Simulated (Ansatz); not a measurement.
## Two runs on NiSi

System: NiSi (Pmmn, 4 atoms in the cell).
Method of run A: DFT, PBE, PAW with Ansatz's default frozen-core files, scalar-relativistic, no spin polarisation (Ansatz 0.2.0).

The structure derives from an entry of the Crystallography Open Database. Its volume is 0.74 times that of the source entry. Text and figures count atoms from 1; the logs count them from 0 in places.

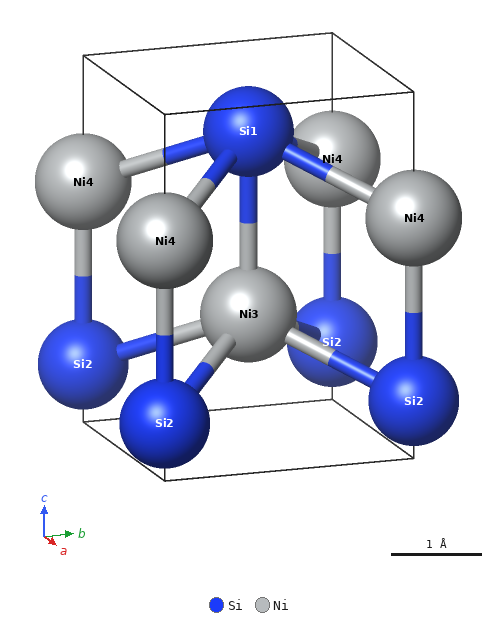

**Figure 1.** The input geometry (ball-and-stick view of the cell of the calculation, seen slightly off an axis; atoms are numbered from 1 in the order of the input). Near neighbours in the crystal (not all of them lie inside the picture): Si has 6 Ni at 2.12 to 2.17 Å and 4 Si at 2.42 Å; Ni has 6 Si at 2.12 to 2.17 Å.

Input, run A:
```yaml
crystal:
  lattice:
    - [2.73759041, 0.0, 0.0]
    - [0.0, 2.9608943994, 0.0]
    - [0.0, 0.0, 4.249143508]
  atoms:
    - { symbol: Si, position: [0.5, 0.5, 0.8423] }
    - { symbol: Si, position: [0.0, 0.0, 0.1577] }
    - { symbol: Ni, position: [0.5, 0.5, 0.34422] }
    - { symbol: Ni, position: [0.0, 0.0, 0.65578] }
kpoints:
  mp_grid: { grid: [11, 10, 7] }
scf:
  occupations: { method: fermi_dirac, width: 0.08 }
  lower_state_search: "off"
hamiltonian:
  xc: pbe
  pseudopotentials: { kind: paw }
output:
  forces: true
  stress: true
  eigenvalues: true
  write_density: true
  write_potential: true
  elf: true
  volumetric_format: npy
```

Command:
```bash
ansatz run input.yaml --threads 2 --pin off --max-ram 6144MiB --backend cpu --events-out ev --progress --plain --runs-dir out
```

Hardware: 2 threads of Arm Neoverse N1, 54 GiB of memory available, shared host.

Output, shortened to warnings, some set-up lines, iterations and results (run A):
```
Basis set: ecut = 420 eV, 671 PW (Γ), exchange–correlation on 40×40×60 points (8 copies of the dense FFT grid, shifted against one another)
Symmetry: 8 space group operations
k-points: 144 of 770
Initial density: superposition of atomic densities (neutral atoms: chi_scale 0, normalization atom), corrected by the library's trained network
[...]
SCF iter   1: F=—  HF=-12949.607589 eV  |F-HF|=—  |Δ(HF+E_count)|=         —  Δρ=1.15e-2  dr2=3.60e-2  ethr=1.77e-3  ⟨swp⟩=5.7  Hψ=16764  notcnv=0
SCF iter   2: F=—  HF=-12949.602734 eV  |F-HF|=—  |Δ(HF+E_count)|=   4.86e-3  Δρ=4.22e-3  dr2=6.35e-3  ethr=8.18e-5  ⟨swp⟩=1.9  Hψ=6053  notcnv=0  defer=3
SCF iter   3: F=—  HF=-12949.601477 eV  |F-HF|=—  |Δ(HF+E_count)|=   1.26e-3  Δρ=1.90e-3  dr2=1.48e-3  ethr=1.44e-5  ⟨swp⟩=2.2  Hψ=6595  notcnv=0  defer=3
SCF iter   4: F=—  HF=-12949.601171 eV  |F-HF|=—  |Δ(HF+E_count)|=   3.06e-4  Δρ=5.03e-4  dr2=7.27e-5  ethr=3.37e-6  ⟨swp⟩=2.4  Hψ=5556  notcnv=0  defer=3
SCF iter   5: F=—  HF=-12949.601148 eV  |F-HF|=—  |Δ(HF+E_count)|=   2.27e-5  Δρ=7.71e-5  dr2=1.41e-6  ethr=1.65e-7  ⟨swp⟩=2.0  Hψ=5679  notcnv=0  defer=3
SCF iter   6: F=—  HF=-12949.601149 eV  |F-HF|=—  |Δ(HF+E_count)|=   5.28e-7  Δρ=5.28e-5  dr2=8.51e-7  ethr=3.21e-9  ⟨swp⟩=2.0  Hψ=6632  notcnv=0  defer=3
SCF iter   7: F=-12949.601148 eV  HF=-12949.601148 eV  |F-HF|=2.06e-8  |Δ(HF+E_count)|=   1.51e-7  Δρ=5.96e-6  dr2=1.76e-8  ethr=2.27e-10  ⟨swp⟩=8.0  Hψ=27656  notcnv=0
SCF 1 converged in 7 iterations: F = -12949.601148 eV  dr2 = 1.76e-8
SCF converged after 7 iterations
Free energy (F): -12949.601148 eV
Harris-Foulkes:  -12949.601148 eV  (|F-HF|=2.06e-8)
Internal energy: -12949.584530 eV  (E = F + TS)
E sigma→0 (E₀):  -12949.592839 eV
Entropy (-TS):   -0.016619 eV (-4.155 meV/atom)
Fermi energy:    22.522003 eV
--- Per-component energies (eV) ---
  E_band       = -374.472982
  E_kinetic    = 691.124580
  E_local      = -8095.305785  (includes V_loc(G=0)·N_el)
  E_nonlocal   = 1322.856736
  E_hartree    = 3548.155699
  E_xc         = -298.781750
  E_vxc        = -337.316944  (∫ρ·V_xc dr)
  E_paw        = -4284.010717  (= ΣΔE_a)
  E_vpaw       = -1052.135093  (= ΣTr[D̂ρ^β])
  E_aug_tail   = 0.001060  (compensation charges beyond the density's cutoff)
  E_ewald      = -5833.624354
  E_smearing   = -0.016619  (= −TS)
  E_closure    = 0.000000  (closes the sum)
  Σ components = -12949.601148   (vs F -12949.601148, Δ=0.00e0)
--- Forces (eV/Å), atoms counted from 1 ---
  atom   1  Si     0.00000000     0.00000000     1.09015948
  atom   2  Si     0.00000000     0.00000000    -1.09015948
  atom   3  Ni     0.00000000     0.00000000     0.85652923
  atom   4  Ni     0.00000000     0.00000000    -0.85652923
  max |Σ_I F_I| component: 1.11e-16 eV/Å
--- Stress (GPa, compression-positive) ---
       95.352518       0.000000       0.000000
        0.000000     106.313812       0.000000
        0.000000       0.000000     135.477891
  P = ⅓ Tr σ = 112.3814 GPa (1123.814 kbar)
```

For run B the input was changed thus:
```diff
-    - { symbol: Ni, position: [0.5, 0.5, 0.34422] }
-    - { symbol: Ni, position: [0.0, 0.0, 0.65578] }
+    - { symbol: Ni, position: [0.5, 0.5, 0.34422], spin: 0.375 }
+    - { symbol: Ni, position: [0.0, 0.0, 0.65578], spin: 0.375 }
+magnetization:
+  spin_polarized: true
```

How does run B compare with run A?

The energy is the same within 0.01 meV per atom. With spin allowed, the absolute moment of the cell comes to 0.00 μB. The SCF takes 16 iterations against 7. On the same kind of shared host run B took about 3.4 times as long. The two runs start from different initial densities, which also moves the count.

Output, shortened to warnings, some set-up lines, iterations and results (run B):
```
WARN: the starting moments were not kept: the SCF closed with an absolute magnetisation of 1.2e-6 μB, where they sum to 0.75 μB in size (2 sites). That is at most 0.1 of that sum. Measured as dr2_m measures the in/out step, that magnetisation stands 3.5e-13 eV from none, at or under the dr2_threshold of 1.0e-7 eV: it is no larger than a step whose dr2_m would equal this threshold. The system may …
Basis set: ecut = 420 eV, 671 PW (Γ), exchange–correlation on 40×40×60 points (8 copies of the dense FFT grid, shifted against one another)
Symmetry: 8 space group operations
k-points: 144 of 770
Initial density: superposition of atomic densities (chi_scale 0.1, normalization cell)
[...]
SCF iter   1: F=—  HF=-12949.921027 eV  |F-HF|=—  |Δ(HF+E_count)|=         —  Δρ=5.24e-2 (↑3.37e-2 ↓5.24e-2)  dr2=9.24e-1  dr2_m=3.49e-1  M=0.076 μB ∫|m|=0.162 μB  β_m=0.30  …
SCF iter   2: F=—  HF=-12949.768856 eV  |F-HF|=—  |Δ(HF+E_count)|=   1.52e-1  Δρ=3.46e-2 (↑3.06e-2 ↓3.46e-2)  dr2=4.69e-1  dr2_m=2.00e-1  M=0.057 μB ∫|m|=0.130 μB  β_m=0.30  …
SCF iter   3: F=—  HF=-12949.620164 eV  |F-HF|=—  |Δ(HF+E_count)|=   1.49e-1  Δρ=2.36e-2 (↑1.78e-2 ↓2.36e-2)  dr2=1.09e-1  dr2_m=1.15e-1  M=0.044 μB ∫|m|=0.104 μB  β_m=0.30  …
SCF iter   4: F=—  HF=-12949.589003 eV  |F-HF|=—  |Δ(HF+E_count)|=   3.12e-2  Δρ=1.57e-2 (↑1.57e-2 ↓1.40e-2)  dr2=3.42e-3  dr2_m=6.67e-2  M=0.033 μB ∫|m|=0.083 μB  β_m=0.30  …
SCF iter   5: F=—  HF=-12949.595137 eV  |F-HF|=—  |Δ(HF+E_count)|=   6.13e-3  Δρ=1.17e-2 (↑1.17e-2 ↓1.05e-2)  dr2=4.45e-4  dr2_m=3.88e-2  M=0.025 μB ∫|m|=0.067 μB  β_m=0.30  …
[... 7 lines ...]
SCF iter  13: F=—  HF=-12949.601149 eV  |F-HF|=—  |Δ(HF+E_count)|=   6.95e-7  Δρ=6.18e-5 (↑6.18e-5 ↓4.57e-5)  dr2=2.29e-6  dr2_m=4.10e-8  M=-0.000 μB ∫|m|=0.000 μB  β_m=0.67  …
SCF iter  14: F=-12949.601148 eV  HF=-12949.601148 eV  |F-HF|=1.78e-10  |Δ(HF+E_count)|=   3.32e-7  Δρ=3.96e-6 (↑3.96e-6 ↓2.48e-6)  dr2=2.19e-9  dr2_m=2.74e-9  M=-0.000 μB …
SCF iter  15: F=-12949.601148 eV  HF=-12949.601148 eV  |F-HF|=8.00e-11  |Δ(HF+E_count)|=   5.04e-9  Δρ=5.83e-7 (↑5.83e-7 ↓5.38e-7)  dr2=4.04e-11  dr2_m=9.28e-11  M=-0.000 μB …
SCF iter  16: F=-12949.601148 eV  HF=-12949.601148 eV  |F-HF|=5.46e-12  |Δ(HF+E_count)|=  1.44e-10  Δρ=9.77e-8 (↑6.42e-8 ↓9.77e-8)  dr2=7.54e-12  dr2_m=9.50e-13  M=0.000 μB …
SCF 1 converged in 16 iterations: F = -12949.601148 eV  dr2 = 7.54e-12
SCF converged after 16 iterations
Magnetization: 0.0000 μB (22.0000 up, 22.0000 down)
Absolute magnetization: 0.0000 μB (∫|ρ↑−ρ↓|, with the PAW one-centre terms)
Spin contamination: 0.0000 ħ² per cell (⟨S²⟩ above its minimum at these occupations)
Per-site moments (μB) at R_I (Å): [(-5.536175447277069e-8, 0.8730205268666643), (-5.536175411888693e-8, 0.8730205268666641), (1.5716205526860495e-7, 0.8730205268666643), (1.571620547905471e-7, 0.8730205268666641)]
Free energy (F): -12949.601148 eV
Harris-Foulkes:  -12949.601148 eV  (|F-HF|=5.46e-12)
Internal energy: -12949.584530 eV  (E = F + TS)
E sigma→0 (E₀):  -12949.592839 eV
Entropy (-TS):   -0.016619 eV (-4.155 meV/atom)
Fermi energy:    22.522028 eV
--- Per-component energies (eV) ---
  E_band       = -374.470901
  E_kinetic    = 691.125145
  E_local      = -8095.291531  (includes V_loc(G=0)·N_el)
  E_nonlocal   = 1322.853723
  E_hartree    = 3548.143250
  E_xc         = -298.782235
  E_vxc        = -337.317562  (∫ρ·V_xc dr)
  E_paw        = -4284.009588  (= ΣΔE_a)
  E_vpaw       = -1052.128000  (= ΣTr[D̂ρ^β])
  E_aug_tail   = 0.001060  (compensation charges beyond the density's cutoff)
  E_ewald      = -5833.624354
  E_smearing   = -0.016619  (= −TS)
  E_closure    = -0.000000  (closes the sum)
  Σ components = -12949.601148   (vs F -12949.601148, Δ=0.00e0)
--- Forces (eV/Å), atoms counted from 1 ---
  atom   1  Si     0.00000000     0.00000000     1.09023834
  atom   2  Si     0.00000000     0.00000000    -1.09023834
  atom   3  Ni     0.00000000     0.00000000     0.85638934
  atom   4  Ni     0.00000000     0.00000000    -0.85638934
  max |Σ_I F_I| component: 1.11e-16 eV/Å
--- Stress (GPa, compression-positive) ---
       95.352340       0.000000       0.000000
        0.000000     106.313581       0.000000
        0.000000       0.000000     135.477521
  P = ⅓ Tr σ = 112.3811 GPa (1123.811 kbar)
```

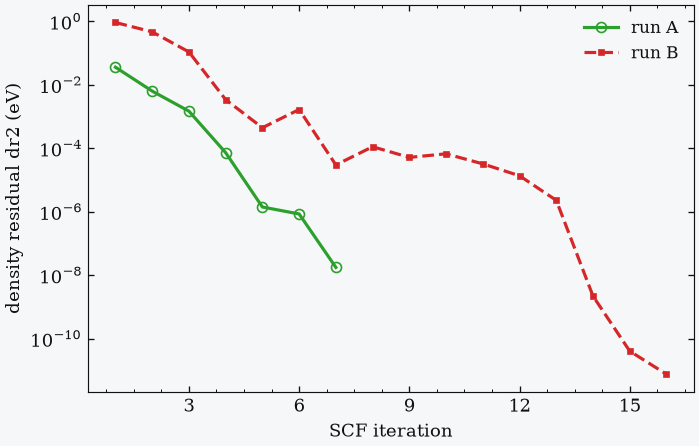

**Figure 2.** Convergence of the two runs: density residual dr2 against the SCF iteration. Run A takes 7 iterations in all, and run B takes 16.

The two runs side by side:

```tsv
quantity	run A	run B
outcome	converged	converged
free energy per atom (eV)	−3237.4003	−3237.4003
energy per atom, smearing taken to zero (eV)	−3237.3982	−3237.3982
pressure (GPa)	112.38	112.38
largest force (eV/Å)	1.090	1.090
SCF iterations	7	16
irreducible k-points	144	144
plane waves at Γ	671	671
net moment of the cell (μB)	–	0.00
absolute moment of the cell (μB)	–	0.00
wall time (shared host)	9.9 s	33 s
```

For both runs: The cell is under a pressure of 112 GPa at this level, so it is not at its equilibrium volume. For run A: The run has no spin polarisation, so a magnetic state may lie lower. For run B: Warnings: some starting moments were not kept.
